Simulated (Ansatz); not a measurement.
Given this structure:

```
CELL_PARAMETERS angstrom
5.24667 0.00000 0.00000
0.00000 9.55351 0.00000
0.00000 0.00000 8.88335
ATOMIC_POSITIONS crystal
Si 0.00000 0.08460 0.84494
Si 0.50000 0.08460 0.65506
Si 0.00000 0.91540 0.15506
Si 0.50000 0.91540 0.34494
O 0.50000 0.75000 0.38069
O 0.50000 0.25000 0.61931
O 0.75000 0.04318 0.75000
O 0.75000 0.95682 0.25000
O 0.25000 0.95682 0.25000
O 0.25000 0.04318 0.75000
O 0.00000 0.00000 0.00000
O 0.50000 0.00000 0.50000
Si 0.50000 0.58460 0.34494
Si 0.00000 0.58460 0.15506
Si 0.50000 0.41540 0.65506
Si 0.00000 0.41540 0.84494
O 0.00000 0.25000 0.88069
O 0.00000 0.75000 0.11931
O 0.25000 0.54318 0.25000
O 0.25000 0.45682 0.75000
O 0.75000 0.45682 0.75000
O 0.75000 0.54318 0.25000
O 0.50000 0.50000 0.50000
O 0.00000 0.50000 0.00000
```

> What would you see if this were drawn?

The stoichiometry is SiO$_{2}$. Space group Imma (No. 74), lattice body-centred orthorhombic. The cell comprises 8 formula units: 8 Si, 16 O. The polyhedra are SiO4 tetrahedra; they share corners. Si is surrounded by four O in a tetrahedral arrangement at 1.60 to 1.61 Å. O bonds to two Si at 1.60 to 1.61 Å. The bonds build a three-dimensional framework.

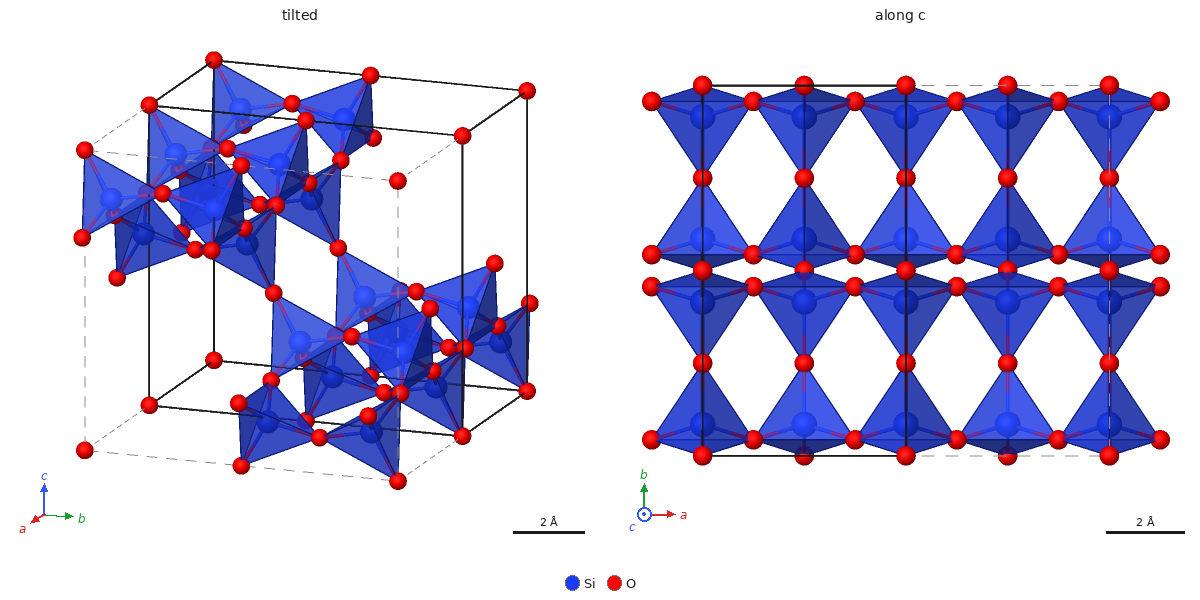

We look at a polyhedral model of the crystal slightly off an axis and along the c axis. The conventional unit cell (solid box) is repeated to 2×1×1 cells. A few atoms beyond the faces are included. Colours: silicon blue, oxygen red.

The structure was taken from a structure listed in the Materials Project. Earlier steps of the study may have refined or changed the cell and positions. Ansatz was used for an electronic-structure calculation on it.
